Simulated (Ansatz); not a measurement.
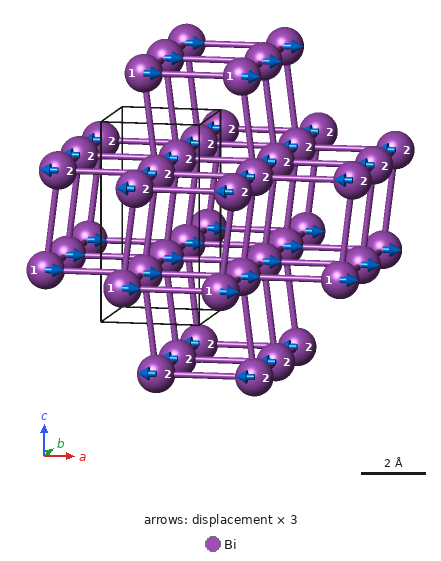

This is a relaxation of crystalline Bi (set up in P2/m). The starting structure is drawn; blue arrows show the displacements (the part carried along by the change of the cell is left out), magnified 3 times.

The picture is a ball-and-stick view of the cell of the calculation, repeated 2 × 2 × 1 with one cell outlined, seen slightly off an axis.

Case: uniaxial strain along a of -3.0 %; b, c and atoms relaxed.

Method: DFT PBEsol, scalar-relativistic, plane waves, PAW in Ansatz.

Input file:
```yaml
crystal:
  lattice:
    - [3.1507309645, 0.0, 0.0]
    - [0.0, 3.2543518632, 0.0]
    - [-0.0136605841, 0.0, 6.3574609887]
  atoms:
    - { symbol: Bi, position: [0.437098586, 0.0, 0.2499947584] }
    - { symbol: Bi, position: [0.562901414, 0.0, 0.7500052416] }
basis:
  ecutwfc: 420
kpoints:
  mp_grid: { grid: [14, 14, 8] }
hamiltonian:
  xc: pbesol
scf:
  occupations: { method: gaussian, width: 0.1 }
output:
  forces: true
  stress: true
  eigenvalues: true
relax:
  adjacent_minimum: "off"
  f_tol: 0.008
  max_steps: 40
  cell: { stress_tol: 0.05, fix: [a, angles] }
```

What did the optimiser do to the structure, and how much energy did it gain?

The energy falls by 4.1 meV per atom in 6 accepted moves (7 points after the start). Largest force component: 0.0013 eV/Å at the start, 0.00015 eV/Å at the end. Pressure: 1.32 GPa at the start and 1.14 GPa at the end. The SCF was repeated once at an unchanged geometry on a basis and grid sized afresh for the cell, which shifted the energy by less than 0.05 meV per atom at most. The largest moves relative to the cell, 0.20 Å, are those of Bi1 and Bi2. Bi1 goes along +a. The volume changes by +0.6 %, with a unchanged at 3.151 Å, b 3.254 → 3.226 Å (−0.9 %), c 6.357 → 6.453 Å (+1.5 %). Some distances before and after: Bi1–Bi1 3.254 → 3.226 Å, Bi1–Bi2 3.204 → 3.226 Å. Among the angles between lasting bonds that change: Bi2–Bi1–Bi2 165.8° → 180.0°, Bi1–Bi1–Bi2 97.2° → 90.1°, Bi1–Bi1–Bi2 82.8° → 89.9°. The space group stays P2/m (No. 10).
